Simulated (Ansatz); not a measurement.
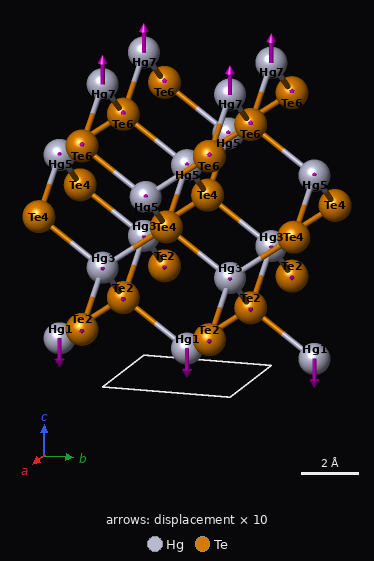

A relaxation of a slab of composition Hg$_{4}$Te$_{3}$ (cut from the F-43m phase). The starting structure is drawn; purple arrows show the displacements, 10 times their true length.

The picture is a ball-and-stick view of the cell of the calculation, outlined in the plane, without the vacuum, seen slightly off an axis.

Case: (1 0 0) slab, atoms relaxed. The slab is the (1 0 0) face of HgTe.

Theory: Ansatz 0.2.0, DFT PBE, scalar-relativistic, plane waves, PAW. (plane-wave cutoff 420 eV; k-point mesh 8 × 8 × 1; occupations gaussian; smearing width 0.1 eV; no spin polarisation; dipole correction; atoms relaxed in a fixed cell; force threshold 0.02 eV/Å; at most 60 steps)

Atoms of which element are displaced furthest, and by how much?

Answer. Mercury: up to 0.11 Å, against 0.02 Å for tellurium.

Describe the change and its energy.

Answer. The energy falls by 17.2 meV per cell of the calculation in 2 accepted moves (3 points after the start). Largest force component: 0.17 eV/Å at the start, 0.019 eV/Å at the end. 1 step only repeated the SCF at the same geometry. The largest moves, 0.11 Å, are those of Hg1 and Hg7. Hg7 goes along the normal (+c). By element the largest moves are Hg 0.11 Å, Te 0.02 Å. The cell doesn't change. Some distances before and after: Hg1–Te2 2.879 → 2.933 Å, Hg3–Te4 2.879 → 2.886 Å. Bond angles that change, for instance: Hg7–Te6–Hg7 109.5° → 106.6°, Te6–Hg7–Te6 109.5° → 106.6°. Cost: 8 min on 1 thread of Intel(R) Xeon(R) Processor @ 2.70GHz, with other jobs on the host, peak memory 1.1 GiB.
